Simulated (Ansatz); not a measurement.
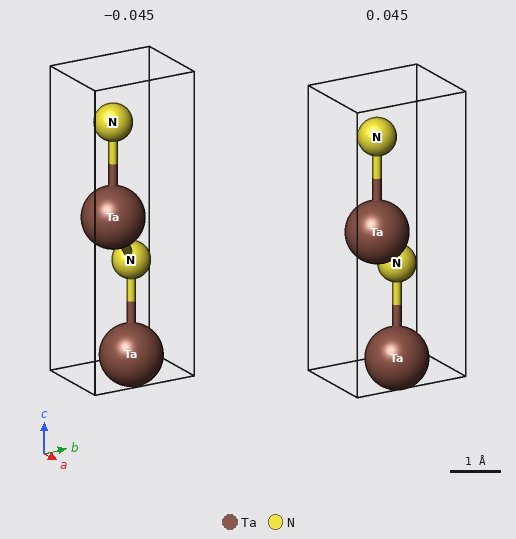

A crystal of TaN (set up in P6_3mc), under biaxial strain in the a–b plane (c and atoms relaxed), with energies (extrapolated to zero smearing) counted from the relaxed crystal, which is the row at zero. The picture shows the first and the last member. A ball-and-stick model of the cell of the calculation, seen slightly off an axis.

Computed with Ansatz 0.2.0: DFT r2SCAN, scalar-relativistic, plane waves, PAW. Settings: plane-wave cutoff 500 eV; k-point mesh 18 × 18 × 10; occupations gaussian; smearing width 0.1 eV; no spin polarisation; force threshold 0.008 eV/Å.

```json
{"strain": "−0.045", "energy (meV/atom)": "65.85", "a (Å)": "2.993", "c (Å)": "6.283"}
{"strain": "−0.03", "energy (meV/atom)": "27.84", "a (Å)": "3.040", "c (Å)": "6.221"}
{"strain": "−0.015", "energy (meV/atom)": "6.55", "a (Å)": "3.087", "c (Å)": "6.156"}
{"strain": "0.0", "energy (meV/atom)": "0.00", "a (Å)": "3.134", "c (Å)": "6.087"}
{"strain": "0.015", "energy (meV/atom)": "6.34", "a (Å)": "3.181", "c (Å)": "6.018"}
{"strain": "0.03", "energy (meV/atom)": "?", "a (Å)": "?", "c (Å)": "?"}
{"strain": "0.045", "energy (meV/atom)": "53.69", "a (Å)": "3.276", "c (Å)": "5.879"}
```

Question: One row is withheld. What does the calculation give there?

Answer: A parabola through three neighbouring rows (0.0, 0.015, 0.045) gives, with Lagrange weights, (−0.3333)(0.00) + (1.0000)(6.34) + (0.3333)(53.69) = 24.23 meV/atom. The calculation gives 24.67 meV/atom (a = 3.228 Å, c = 5.949 Å). The estimate is 0.44 meV/atom too low. From the first member to the last: Ta–Ta 2.993 → 3.276 Å, N–Ta 2.093 → 2.127 Å, N–Ta 1.961 → 1.966 Å.

The whole series:

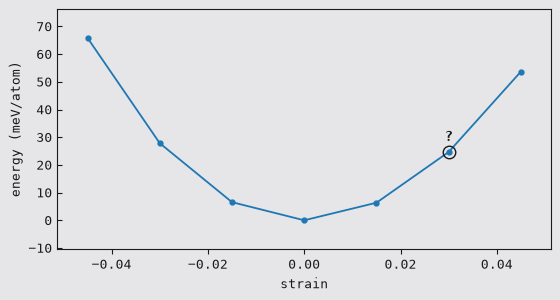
